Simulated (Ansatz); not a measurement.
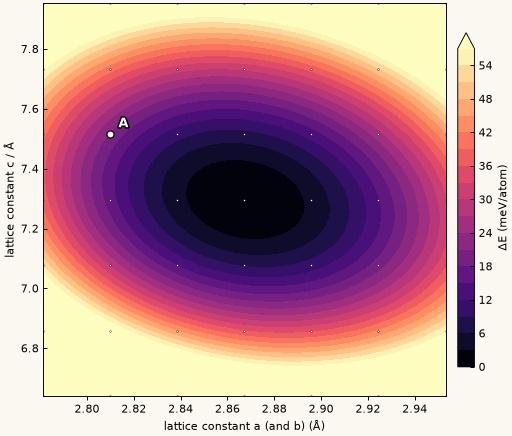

Al₂O₃ (P-6m2, No. 187; 5 atoms in the cell). The energy is mapped over the lattice constants a and c of the conventional cell. Coordinates scanned: (1) lattice constant a (and b); (2) lattice constant c. Nothing is relaxed (fractional coordinates fixed). The grid has 7 × 7 points. Points are written as (first, second). Energies are in meV/atom, from the lowest grid point. Level of theory: Ansatz, DFT PBE+D3(BJ), scalar-relativistic, plane waves, PAW. Settings: cutoff 520 eV, k-mesh 9×9×4 in the order of the run's cell vectors, gaussian smearing 0.05 eV, no spin polarisation.

In the figure: filled contours, dots at the grid points, one colour for all values above the top of the scale, the point A. Between grid points the surface is interpolated.

Which way does the force act at A, and how strong is it?

A, at (2.810 Å, 7.515 Å), is not a stationary point. The computed force is 510 meV/atom for each Å towards larger values of lattice constant a (and b) and 56 meV/atom for each Å towards smaller values of lattice constant c.

PAW datasets: the set soft_1.
